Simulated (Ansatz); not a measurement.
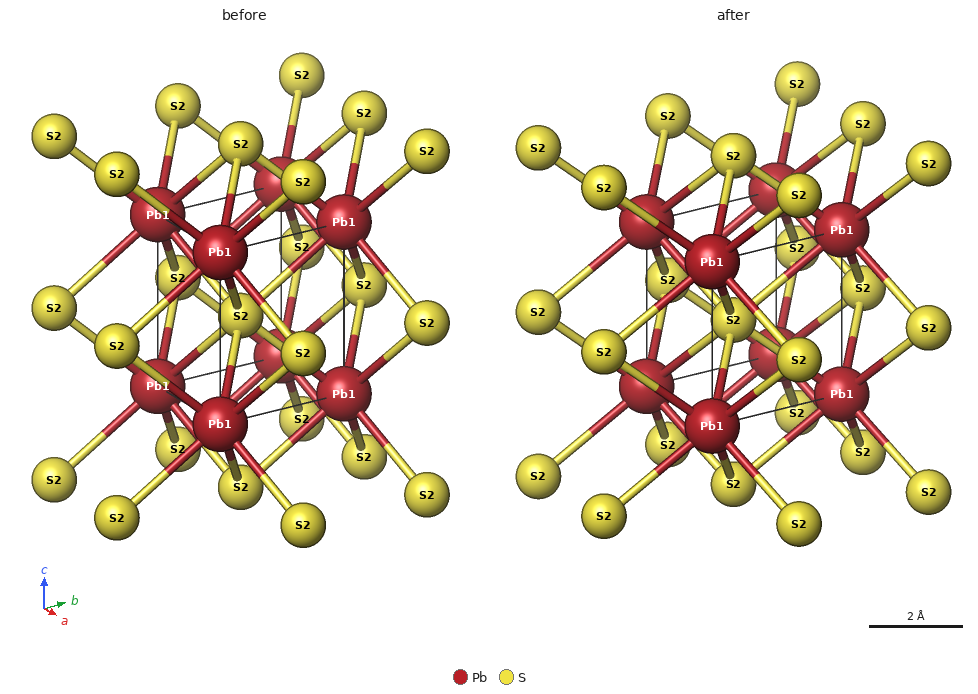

Left: a symmetric starting cell of PbS. Right: the same structure after one change, at the same scale. A ball-and-stick model of the cell of the calculation, seen slightly off an axis.

Computed with Ansatz, DFT r2SCAN, scalar-relativistic, plane waves, PAW. Set-up: plane-wave cutoff 500 eV; k-point mesh 12 × 12 × 12; occupations gaussian; smearing width 0.1 eV; no spin polarisation.

Which change leads from the left to the right?

The cell is strained by −4.3 % along c and +4.7 % across it (volume +4.8 %), the atoms keeping their fractional coordinates. No relaxation follows. The starting cell wasn't computed here and needn't be at equilibrium, so pressure and forces aren't due to the change alone.

How do the computed properties respond?

The pressure is −2.3 GPa (not all of it need come from the change, since the unchanged cell can be under pressure at this level too). The principal stresses (compression positive) are 1.8 GPa along c and −4.3 GPa across it. All forces vanish by symmetry. Among the bonded contacts that change: Pb–S 3.027 → 3.064 Å. The space group stays P-6m2 (No. 187).
